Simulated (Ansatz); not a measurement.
Ti: several calculations on one system

**1. Relaxation**

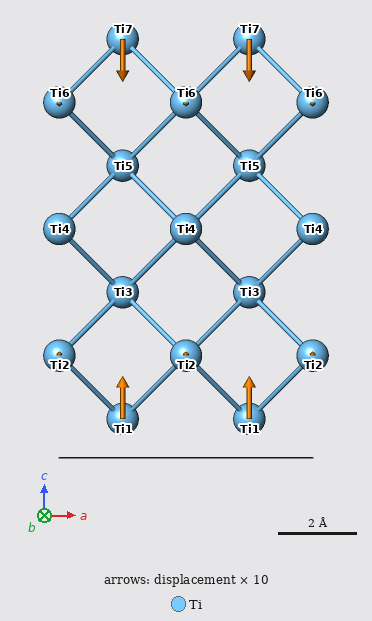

A relaxation of a slab of composition Ti (cut from the Im-3m phase). The starting structure is drawn; orange arrows show the displacements, magnified 10 times.

A ball-and-stick model of the 2 × 2 repeat of the cell, outlined in the plane, without the vacuum, seen along the b axis.

Case: (1 0 0) slab, atoms relaxed. The slab is the (1 0 0) face of Ti.

Method: Ansatz, DFT r2SCAN, scalar-relativistic, plane waves, PAW.

Input
```yaml
crystal:
  lattice:
    - [3.2517897444, 0.0, 0.0]
    - [0.0, 3.2517897444, 0.0]
    - [0.0, 0.0, 24.7553692333]
  atoms:
    - { symbol: Ti, position: [0.5, 0.5, 0.3029645783] }
    - { symbol: Ti, position: [0.0, 0.0, 0.3686430522] }
    - { symbol: Ti, position: [0.5, 0.5, 0.4343215261] }
    - { symbol: Ti, position: [0.0, 0.0, 0.5] }
    - { symbol: Ti, position: [0.5, 0.5, 0.5656784739] }
    - { symbol: Ti, position: [0.0, 0.0, 0.6313569478] }
    - { symbol: Ti, position: [0.5, 0.5, 0.6970354217] }
basis:
  ecutwfc: 500
kpoints:
  mp_grid: { grid: [11, 11, 1] }
hamiltonian:
  xc: r2scan
scf:
  occupations: { method: gaussian, width: 0.1 }
output:
  forces: true
  eigenvalues: true
relax:
  adjacent_minimum: "off"
  f_tol: 0.02
  max_steps: 60
efield:
  axis: 3
  dipole_correction: true
  ramp_width: 0.04
```

Command:
```bash
ansatz run input.yaml --threads 1 --pin off --max-ram 2560MiB --backend cpu --events-out ev --progress --plain --runs-dir out
```

What happened in the run?

The largest moves relative to the layer's centre, 0.11 Å, are those of Ti1 and Ti7. Ti7 goes along the normal (−c). The lattice vectors keep their values. Near-neighbour distances that change, for instance: Ti1–Ti3 3.252 → 3.139 Å, Ti1–Ti2 2.816 → 2.760 Å, Ti2–Ti3 2.816 → 2.809 Å. Bond angles that change, for instance: Ti2–Ti1–Ti2 109.5° → 112.9°. After 3 geometry steps the energy has fallen by 51.4 meV per cell of the calculation. Largest force component: 0.49 eV/Å at the start, 0.017 eV/Å at the end.

**2. Relaxation**

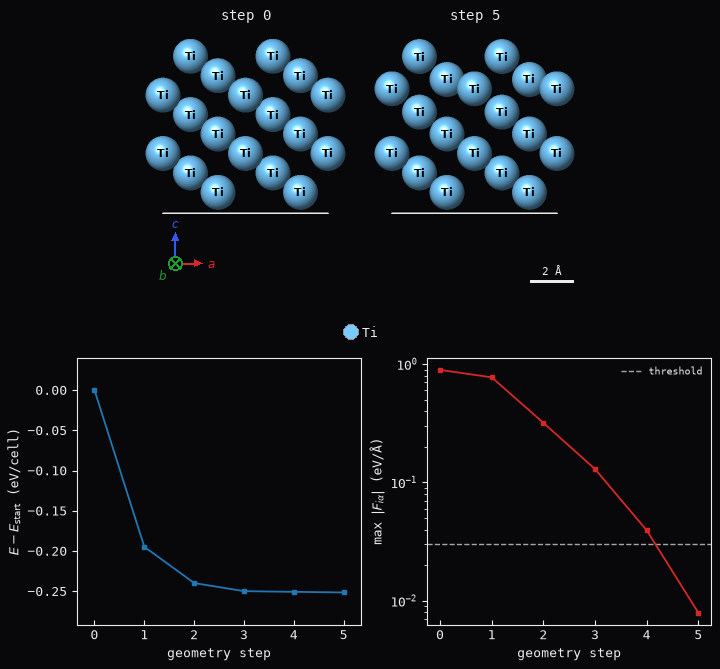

First and last geometry of a constrained relaxation of a slab of composition Ti (cut from the Im-3m phase), with the history of the run. A spheres-only model of the 2 × 2 repeat of the cell, outlined in the plane, without the vacuum, seen along the b axis.

Case: clean slab, lower half held. The slab is the (1 1 1) face of Ti. 4 atoms are held fixed.

All numbers below come from DFT PBE+D3(BJ), scalar-relativistic, plane waves, PAW in Ansatz 0.2.0. Set-up: plane-wave cutoff 420 eV; k-point mesh 9 × 9 × 1; occupations gaussian; smearing width 0.1 eV; no spin polarisation; dipole correction; atoms relaxed in a fixed cell; force threshold 0.03 eV/Å; at most 70 steps.

**Read the history and describe the run.**

It converged. After 5 geometry steps the energy has fallen by 0.252 eV per cell of the calculation. Largest force component: 0.89 eV/Å at the start, 0.0079 eV/Å at the end. The atom that moves furthest is a Ti atom (0.30 Å along the normal (+c)). The cell doesn't change. Some distances before and after: Ti–Ti 2.767 → 3.070 Å, Ti–Ti 3.195 → 3.379 Å, Ti–Ti 2.767 → 2.587 Å, Ti–Ti 3.195 → 3.023 Å.

**3. A change**

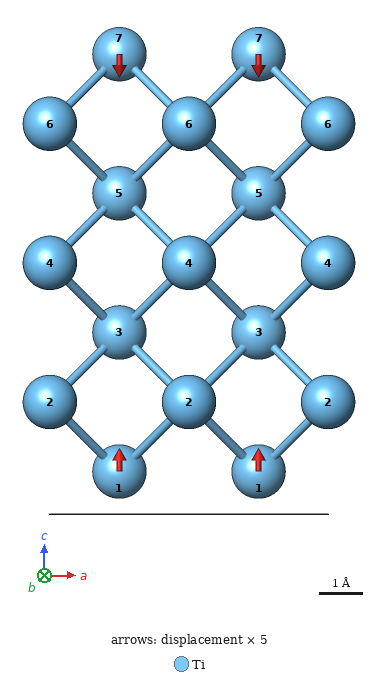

A (1 0 0) slab of Ti as cut from the relaxed bulk. The red arrows show how the atoms are displaced, magnified 5 times. A ball-and-stick model of the 2 × 2 repeat of the cell, outlined in the plane, without the vacuum, seen along the b axis.

These are results of DFT r2SCAN, scalar-relativistic, plane waves, PAW in Ansatz 0.2.0, not measurements. Set-up: plane-wave cutoff 500 eV; occupations gaussian; smearing width 0.1 eV; no spin polarisation. The k-mesh is chosen for each cell (11×11×21, 11×11×1).

Describe the change and its computed effect.

The atoms of the slab are relaxed at the bulk's in-plane cell. The surface energy (mean of the two faces) falls from 1.74 to 1.70 J/m². The top spacing, between the Ti and Ti planes, goes from 1.63 to 1.53 Å (−6.2 %), the bottom one (Ti to Ti) from 1.63 to 1.53 Å (−6.2 %). The work function of the top face goes from 3.18 to 3.21 eV. The cell doesn't change. The largest moves relative to the layer's centre, 0.11 Å, are those of Ti1 and Ti7. Ti7 goes along the normal (−c). Some distances before and after: Ti–Ti 3.252 → 3.139 Å, Ti–Ti 2.816 → 2.760 to 2.817 Å.
